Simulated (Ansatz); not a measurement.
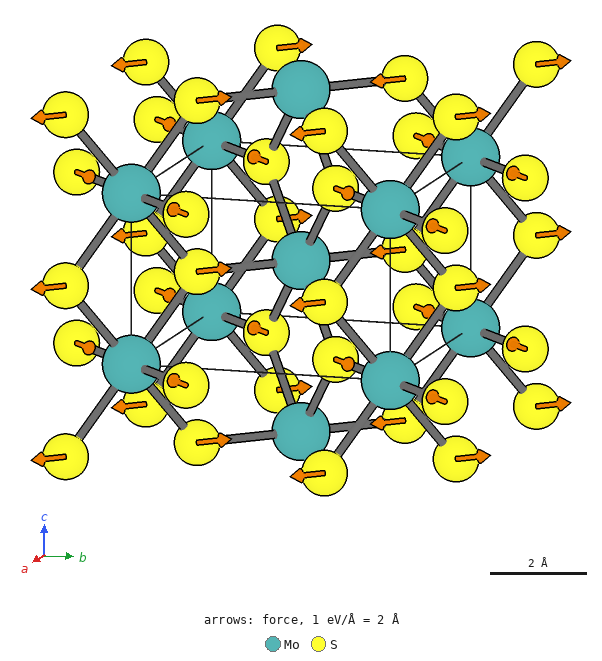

Starting geometry of solid MoS2 (built on the rutile_136 type) with the computed forces as orange arrows. Style: ball-and-stick. Shown: the cell of the calculation, slightly off an axis.

Case: rutile type (P4_2/mnm, No. 136).

Method: Ansatz 0.2.0, DFT PBE, scalar-relativistic, plane waves, PAW. Set-up: plane-wave cutoff 420 eV; k-point mesh 8 × 8 × 10; occupations gaussian; smearing width 0.1 eV; collinear spin; cell and atoms relaxed; force threshold 0.01 eV/Å; at most 80 steps.

**What follows when this structure is relaxed?**

It isn't relaxed: the largest force vector, on S atoms, is 0.42 eV/Å. The atoms end up moving mostly along the starting forces (cosine between the two patterns 1.00). The largest moves relative to the cell, 0.16 Å, are those of S atoms. Mo stays in place. The drawn cell changes as follows: a = b 5.671 → 5.870 Å (+3.5 %), c 3.653 → 3.236 Å (−11.4 %); the volume changes by −5.1 %. Some distances before and after: Mo–S 2.454 → 2.384 Å. Among the angles between lasting bonds that change: S–Mo–S 99.1° → 84.9°, S–Mo–S 80.9° → 95.1°, Mo–S–Mo 99.1° → 84.9°. The space group stays P4_2/mnm (No. 136). After 5 accepted moves (6 points after the start) the energy has fallen by 111 meV per atom. The largest force component goes from 0.3 to 0.00064 eV/Å. The pressure goes from −0.60 to 0.01 GPa. The SCF was repeated once at an unchanged geometry on a basis and grid sized afresh for the cell, which shifted the energy by less than 0.05 meV per atom at most. The program noted that the starting moments weren't kept. The run took 6.7 min on 1 thread of Arm Neoverse V1 (shared host), peak memory 0.74 GiB.
